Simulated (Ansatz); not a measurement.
## Sc: nudged elastic band (part 2 of 2)

Sc (P6₃/mmc, 2 atoms in the cell); DFT, LDA, all-electron LAPW, scalar-relativistic, no spin polarisation (Ansatz 0.2.0); 8×8×4 k-mesh, Fermi–Dirac smearing of 0.05 eV. The structure derives from an entry of the Crystallography Open Database. It belongs to a series of runs on one base structure; here: atoms 2 slide by one cell vector b, LAPW in place of PAW files.

Geometry of the input (Å; fractional positions):
```
3.3090  0.0000  0.0000
-1.6545  2.8657  0.0000
0.0000  0.0000  5.2733
Sc 0.3333  0.6667  0.2500
Sc 0.6667  0.3333  0.7500
```

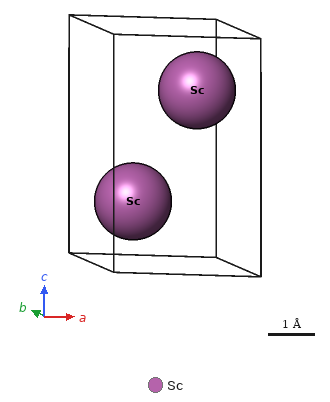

*The input geometry (spheres-only view of the cell of the calculation, seen slightly off an axis). An atom can appear more than once, as a periodic image.*

## Log, continued
```
NEB image 3, as the band closes
preconditioner: auto → none  [metal: Δε(μ)=0.006 eV  Ē_g=2.428 eV  σ=0.050 eV  W_gap=0.03  n_scr=8 (ndim 8)  ℏωp=12.9 eV  f_vac=0.000  D(μ)=4.94/eV (n_scr^D=66)]
SCF 37 converged in 4 iterations: F = -41497.360023 eV  dr2 = 6.88e-10
NEB point 1 about image 3
preconditioner: auto → none  [metal: Δε(μ)=0.017 eV  Ē_g=2.424 eV  σ=0.050 eV  W_gap=0.09  n_scr=8 (ndim 8)  ℏωp=12.9 eV  f_vac=0.000  D(μ)=4.77/eV (n_scr^D=54)]
SCF 38 converged in 7 iterations: F = -41497.365602 eV  dr2 = 8.49e-10
NEB point 2 about image 3
preconditioner: auto → none  [metal: Δε(μ)=0.021 eV  Ē_g=2.424 eV  σ=0.050 eV  W_gap=0.11  n_scr=8 (ndim 8)  ℏωp=12.9 eV  f_vac=0.000  D(μ)=4.75/eV (n_scr^D=54)]
SCF 39 converged in 7 iterations: F = -41497.366532 eV  dr2 = 9.19e-10
NEB point 3 about image 3
preconditioner: auto → none  [metal: Δε(μ)=0.025 eV  Ē_g=2.424 eV  σ=0.050 eV  W_gap=0.12  n_scr=8 (ndim 8)  ℏωp=12.9 eV  f_vac=0.000  D(μ)=4.88/eV (n_scr^D=66)]
SCF 40 converged in 8 iterations: F = -41497.355218 eV  dr2 = 9.85e-11
NEB point 4 about image 3
preconditioner: auto → none  [metal: Δε(μ)=0.007 eV  Ē_g=2.425 eV  σ=0.050 eV  W_gap=0.03  n_scr=8 (ndim 8)  ℏωp=12.9 eV  f_vac=0.000  D(μ)=4.97/eV (n_scr^D=66)]
SCF 41 converged in 8 iterations: F = -41497.352879 eV  dr2 = 1.92e-10
NEB point 5 about image 3
preconditioner: auto → none  [metal: Δε(μ)=0.041 eV  Ē_g=2.423 eV  σ=0.050 eV  W_gap=0.20  n_scr=8 (ndim 8)  ℏωp=12.9 eV  f_vac=0.000  D(μ)=4.70/eV (n_scr^D=54)]
SCF 42 converged in 8 iterations: F = -41497.354914 eV  dr2 = 1.33e-10
NEB point 6 about image 3
preconditioner: auto → none  [metal: Δε(μ)=0.041 eV  Ē_g=2.423 eV  σ=0.050 eV  W_gap=0.20  n_scr=8 (ndim 8)  ℏωp=12.9 eV  f_vac=0.000  D(μ)=4.72/eV (n_scr^D=54)]
SCF 43 converged in 8 iterations: F = -41497.355266 eV  dr2 = 1.31e-10
NEB point between images 0 and 1
preconditioner: auto → none  [metal: Δε(μ)=0.018 eV  Ē_g=2.413 eV  σ=0.050 eV  W_gap=0.09  n_scr=8 (ndim 8)  ℏωp=12.9 eV  f_vac=0.000  D(μ)=4.29/eV (n_scr^D=42)]
SCF 44 converged in 7 iterations: F = -41497.515723 eV  dr2 = 2.50e-8
NEB point between images 1 and 2
preconditioner: auto → none  [metal: Δε(μ)=0.017 eV  Ē_g=2.414 eV  σ=0.050 eV  W_gap=0.09  n_scr=8 (ndim 8)  ℏωp=12.9 eV  f_vac=0.000  D(μ)=4.26/eV (n_scr^D=42)]
SCF 45 converged in 7 iterations: F = -41497.524330 eV  dr2 = 7.07e-9
NEB point between images 2 and 3
preconditioner: auto → none  [metal: Δε(μ)=0.007 eV  Ē_g=2.404 eV  σ=0.050 eV  W_gap=0.04  n_scr=8 (ndim 8)  ℏωp=12.9 eV  f_vac=0.000  D(μ)=4.29/eV (n_scr^D=42)]
SCF 46 converged in 8 iterations: F = -41497.521387 eV  dr2 = 1.35e-8
NEB point between images 3 and 4
preconditioner: auto → none  [metal: Δε(μ)=0.019 eV  Ē_g=2.413 eV  σ=0.050 eV  W_gap=0.10  n_scr=8 (ndim 8)  ℏωp=12.9 eV  f_vac=0.000  D(μ)=4.29/eV (n_scr^D=42)]
SCF 47 converged in 8 iterations: F = -41497.516416 eV  dr2 = 2.58e-8
NEB point between images 0 and 1
preconditioner: auto → none  [metal: Δε(μ)=0.008 eV  Ē_g=2.426 eV  σ=0.050 eV  W_gap=0.04  n_scr=8 (ndim 8)  ℏωp=12.9 eV  f_vac=0.000  D(μ)=3.98/eV (n_scr^D=36)]
SCF 48 converged in 9 iterations: F = -41497.602175 eV  dr2 = 1.82e-9
NEB point between images 0 and 1
preconditioner: auto → none  [metal: Δε(μ)=0.038 eV  Ē_g=2.412 eV  σ=0.050 eV  W_gap=0.19  n_scr=8 (ndim 8)  ℏωp=12.9 eV  f_vac=0.000  D(μ)=4.69/eV (n_scr^D=54)]
SCF 49 converged in 8 iterations: F = -41497.410561 eV  dr2 = 3.47e-9
NEB point between images 1 and 2
preconditioner: auto → none  [metal: Δε(μ)=0.028 eV  Ē_g=2.411 eV  σ=0.050 eV  W_gap=0.14  n_scr=8 (ndim 8)  ℏωp=12.9 eV  f_vac=0.000  D(μ)=4.69/eV (n_scr^D=54)]
SCF 50 converged in 8 iterations: F = -41497.417900 eV  dr2 = 2.10e-9
NEB point between images 1 and 2
preconditioner: auto → none  [metal: Δε(μ)=0.018 eV  Ē_g=2.427 eV  σ=0.050 eV  W_gap=0.09  n_scr=8 (ndim 8)  ℏωp=12.9 eV  f_vac=0.000  D(μ)=3.96/eV (n_scr^D=36)]
SCF 51 converged in 8 iterations: F = -41497.607181 eV  dr2 = 2.44e-8
NEB point between images 2 and 3
preconditioner: auto → none  [metal: Δε(μ)=0.006 eV  Ē_g=2.418 eV  σ=0.050 eV  W_gap=0.03  n_scr=8 (ndim 8)  ℏωp=12.9 eV  f_vac=0.000  D(μ)=3.93/eV (n_scr^D=36)]
SCF 52 converged in 6 iterations: F = -41497.605354 eV  dr2 = 1.50e-8
NEB point between images 2 and 3
preconditioner: auto → none  [metal: Δε(μ)=0.032 eV  Ē_g=2.404 eV  σ=0.050 eV  W_gap=0.16  n_scr=8 (ndim 8)  ℏωp=12.9 eV  f_vac=0.000  D(μ)=4.71/eV (n_scr^D=54)]
SCF 53 converged in 8 iterations: F = -41497.415378 eV  dr2 = 4.00e-8
NEB point between images 3 and 4
SCF 54 converged in 6 iterations: F = -41497.412009 eV  dr2 = 2.43e-8
NEB point between images 3 and 4
iter 1 solved again at ethr=1.20e-4 eV; its pass at ethr=1.00e-1 eV (dr2=2.64e-2 eV) is discarded
SCF iter   1: F=—  HF=-41497.605114 eV  |F-HF|=—  |Δ(HF+E_count)|=         —  Δρ=7.01e-3  dr2=2.70e-2  ethr=1.20e-4  ⟨swp⟩=4.9  Hψ=14780  notcnv=0
SCF iter   2: F=—  HF=-41497.601908 eV  |F-HF|=—  |Δ(HF+E_count)|=   3.21e-3  Δρ=3.06e-3  dr2=4.45e-3  ethr=1.20e-4  ⟨swp⟩=2.0  Hψ=6436  notcnv=0
iter 3 solved again at ethr=4.94e-7 eV; its pass at ethr=2.02e-5 eV (dr2=1.09e-4 eV) is discarded
SCF iter   3: F=—  HF=-41497.602240 eV  |F-HF|=—  |Δ(HF+E_count)|=   3.32e-4  Δρ=4.76e-4  dr2=1.08e-4  ethr=4.94e-7  ⟨swp⟩=2.1  Hψ=10511  notcnv=0
SCF iter   4: F=—  HF=-41497.602213 eV  |F-HF|=—  |Δ(HF+E_count)|=   2.73e-5  Δρ=2.24e-4  dr2=1.07e-4  ethr=4.91e-7  ⟨swp⟩=3.0  Hψ=6846  notcnv=0  defer=3
SCF iter   5: F=—  HF=-41497.602276 eV  |F-HF|=—  |Δ(HF+E_count)|=   6.24e-5  Δρ=4.90e-4  dr2=6.78e-4  ethr=4.89e-7  ⟨swp⟩=3.0  Hψ=6835  notcnv=0  defer=1  recentre
SCF iter   6: F=—  HF=-41497.602203 eV  |F-HF|=—  |Δ(HF+E_count)|=   7.30e-5  Δρ=3.47e-5  dr2=6.79e-7  ethr=4.89e-7  ⟨swp⟩=2.5  Hψ=6541  notcnv=0
SCF iter   7: F=-41497.602203 eV  HF=-41497.602203 eV  |F-HF|=8.59e-9  |Δ(HF+E_count)|=   1.06e-7  Δρ=5.72e-6  dr2=1.94e-8  ethr=3.09e-9  ⟨swp⟩=3.0  Hψ=6795  notcnv=0
SCF 55 converged in 7 iterations: F = -41497.602203 eV  dr2 = 1.94e-8
NEB iter   6: max|band force component| = 4.235e-2 eV/Å  barrier→ = 0.2731 eV  barrier← = 0.2731 eV  CI = image 3  Δτ_max = 0.0000 Å  (145 SCF iters)
```

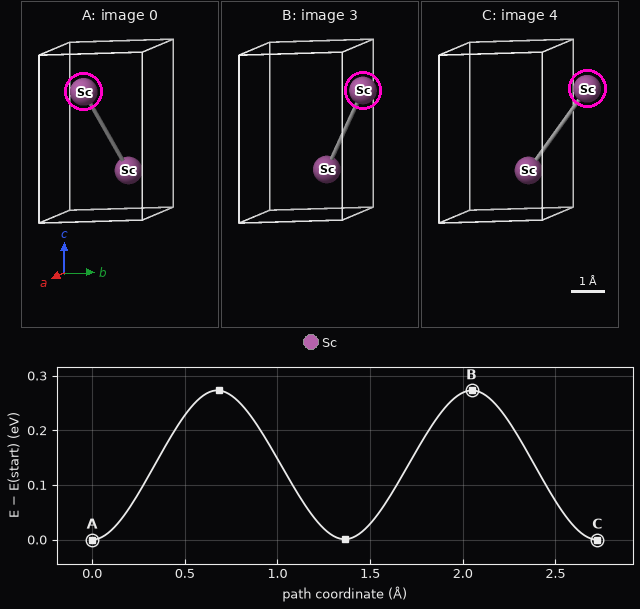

*Images of the last band (counted from 0; ball-and-stick, simulation cell, seen slightly off an axis), with the moving atom and its periodic copies ringed, above the energy along the path; the line is a cubic interpolation that uses the forces.*

The highest image is number 3, 0.273 eV above the start and 0.273 eV above the end (the climbing image); start and end have the same energy. The path is 2.73 Å long, and Sc2 moves most (3.31 Å). The band converged in 6 iterations.

```
SCF converged after 5 iterations
Free energy (F): -41497.360023 eV
Harris-Foulkes:  -41497.360023 eV  (|F-HF|=5.41e-9)
Internal energy: -41497.319814 eV  (E = F + TS)
E sigma→0 (E₀):  -41497.339919 eV
Entropy (-TS):   -0.040209 eV (-20.105 meV/atom)
Fermi energy:    9.213181 eV
--- Per-component energies (eV) ---
  E_band       = -335.766853
  E_kinetic    = 41829.888137
  E_xc         = -2030.699164
  E_electrostatic = -81296.508787  (all electrons and nuclei)
  E_smearing   = -0.040209  (= −TS)
  E_closure    = 0.000000  (closes the sum)
  E_atoms      = -41487.480998  (free atoms, spherical and without spin; not in F)
  Σ components = -41497.360023   (vs F -41497.360023, Δ=0.00e0)
  Basis errors (estimates in eV, not in F): energy 2.2e-4 per atom: plane waves 2.1e-4 (1.2e-4 summed), levels above the bands 1.3e-14, relativity 5.0e-9, radial functions 7.6e-6, core shells 8.7e-7; eigenvalues (radial functions only) 2.0e-8; not estimated: angular momenta, meshes, grids; target (lapw.basis_error) 1.0e-3; muffin-tin radii Sc 1.360 Å
--- Forces (eV/Å), atoms counted from 1 ---
  atom   1  Sc    -0.00610909     0.00182498     0.00000964
  atom   2  Sc     0.00610900    -0.00182511    -0.00000950
  max |Σ_I F_I| component: 1.44e-7 eV/Å
--- Band table (eV; the first three rows and the last of 132) ---
  k-point 0: bands = ["-39.8173", "-39.7399", "-18.9553", "-18.5974", "-18.5459", "-18.5086", "-18.4705", "-18.4676", "4.0895", "7.4751", "9.6639", "9.9515", "10.4871", "10.7571", "11.0873"]
  k-point 1: bands = ["-39.8061", "-39.7513", "-18.8865", "-18.5786", "-18.5438", "-18.5405", "-18.5140", "-18.4869", "4.4903", "6.8864", "9.5765", "10.0553", "10.6062", "11.0628", "11.0868"]
  k-point 2: bands = ["-39.7788", "-39.7788", "-18.7173", "-18.7173", "-18.5330", "-18.5329", "-18.5273", "-18.5272", "5.5733", "5.5733", "9.9437", "9.9437", "10.8498", "10.8498", "10.9102"]
  k-point 131: bands = ["-39.7440", "-39.7439", "-18.7968", "-18.7968", "-18.6768", "-18.6767", "-18.5969", "-18.5968", "8.2812", "8.2812", "8.3318", "8.3318", "10.7700", "10.7700", "11.3895"]
this run last wrote the band of iteration 6 to [file]; this run last wrote the band within `neb.f_tol` of iteration 5 to [file]
--- NEB band (5 images, 6 band iterations, 248 SCF iterations, 105 more in tests of the images' electronic states and relaxations of end points) ---
  forward barrier  = 0.273147 eV
  backward barrier = 0.273147 eV
  lagrangian_above_aufbau_ev (what the smearing adds, to first order; not taken off the barriers): saddle image -0.019677 eV, end points -0.013453 and -0.013453 eV
  climbing image's point = a first-order saddle point (lowest curvatures found: -3.66 and 1.56 eV/Å²)
  energies are F+E_penalty+E_count in eV, relative to image 0
  image     s (Å)  Δ vs image 0  max|band force component| (eV/Å)
      0    0.0000      0.000000                                 —
      1    0.6826      0.273072                          4.846e-3
      2    1.3651      0.000811                          4.235e-2
  *   3    2.0477      0.273147                          4.771e-3
      4    2.7253      0.000000                                 —
  saddle-point geometry (image 3):
  cell:  # Å, volume = 50.0042 Å³
    - [3.309, 0.0, 0.0]
    - [-1.6545, 2.8656780611, 0.0]
    - [0.0, 0.0, 5.2733]
  atoms:
    - { symbol: Sc, position: [0.25008240173544904, 0.6256350022688166, 0.24999998445852983] }
    - { symbol: Sc, position: [0.7499175982645512, 1.1243649977311836, 0.7500000155414703] }
```

## The last band as extended XYZ (Å, eV, eV/Å)
```
2
Lattice="3.3090 0.0000 0.0000 -1.6545 2.8657 0.0000 0.0000 0.0000 5.2733" Properties=species:S:1:pos:R:3:forces:R:3 image=0 energy=-41497.63317
Sc    0.0000    1.9105    1.3183    0.0000   0.0000   0.0000
Sc    1.6545    0.9552    3.9550    0.0000   0.0000   0.0000
2
Lattice="3.3090 0.0000 0.0000 -1.6545 2.8657 0.0000 0.0000 0.0000 5.2733" Properties=species:S:1:pos:R:3:forces:R:3 image=1 energy=-41497.36010
Sc   -0.2104    1.7860    1.3183    0.0046  -0.0197   0.0000
Sc    1.4513    1.7961    3.9550   -0.0046   0.0197   0.0000
2
Lattice="3.3090 0.0000 0.0000 -1.6545 2.8657 0.0000 0.0000 0.0000 5.2733" Properties=species:S:1:pos:R:3:forces:R:3 image=2 energy=-41497.63236
Sc   -0.4267    1.6617    1.3183    0.0390   0.0299   0.0000
Sc    1.2539    2.6368    3.9550   -0.0390  -0.0299   0.0000
2
Lattice="3.3090 0.0000 0.0000 -1.6545 2.8657 0.0000 0.0000 0.0000 5.2733" Properties=species:S:1:pos:R:3:forces:R:3 image=3 energy=-41497.36002
Sc   -0.2076    1.7929    1.3183   -0.0061   0.0018   0.0000
Sc    0.6212    3.2221    3.9550    0.0061  -0.0018   0.0000
2
Lattice="3.3090 0.0000 0.0000 -1.6545 2.8657 0.0000 0.0000 0.0000 5.2733" Properties=species:S:1:pos:R:3:forces:R:3 image=4 energy=-41497.63317
Sc    0.0000    1.9105    1.3183    0.0000   0.0000  -0.0001
Sc    0.0000    3.8209    3.9550    0.0000   0.0000   0.0001
```

## Summary

```json
{"quantity": "outcome", "value": "converged"}
{"quantity": "barrier, forward", "value": "0.273 eV"}
{"quantity": "barrier, backward", "value": "0.273 eV"}
{"quantity": "space group of the start (tolerance 0.01 Å)", "value": "P6₃/mmc (194)"}
{"quantity": "electrons in bands (core shells apart)", "value": "22"}
{"quantity": "hardware", "value": "4 threads of Arm Neoverse V1, 24 GiB of memory available, shared host"}
{"quantity": "wall time", "value": "7.1 min (CPU time 25 min)"}
{"quantity": "peak memory", "value": "1 GiB"}
```
